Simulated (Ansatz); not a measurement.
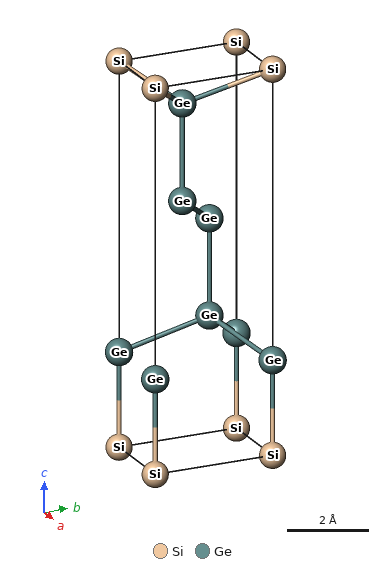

The crystal in a ball-and-stick representation, seen slightly off an axis. Atoms at the boundary of the conventional unit cell (the box) are drawn once for each face, edge or corner they touch.

SiGe5, space group P3m1 (No. 156), a = 3.98 Å, b = 3.98 Å, c = 9.73 Å, α = 90.00°, β = 90.00°, γ = 120.00°.

Method used: DFT, PBE, plane waves, PAW in Ansatz 0.2.0. It ran with a basis cut at 420 eV, Brillouin-zone sampling on a 12×12×4 mesh, Fermi-Dirac smearing of 0.02 eV, no spin polarisation.

Metal or not?

Answer. A semiconductor at this level, with a gap of 0.35 eV, direct.

Under what pressure is the structure?

Answer. The computed pressure is 2.8 GPa (compressed: it would expand).

The initial geometry was a structure type filled with these elements by a generator (whether the compound takes this form wasn't checked). Earlier steps of the study may have refined or changed the cell and positions. It was run through Ansatz as a DFT input.
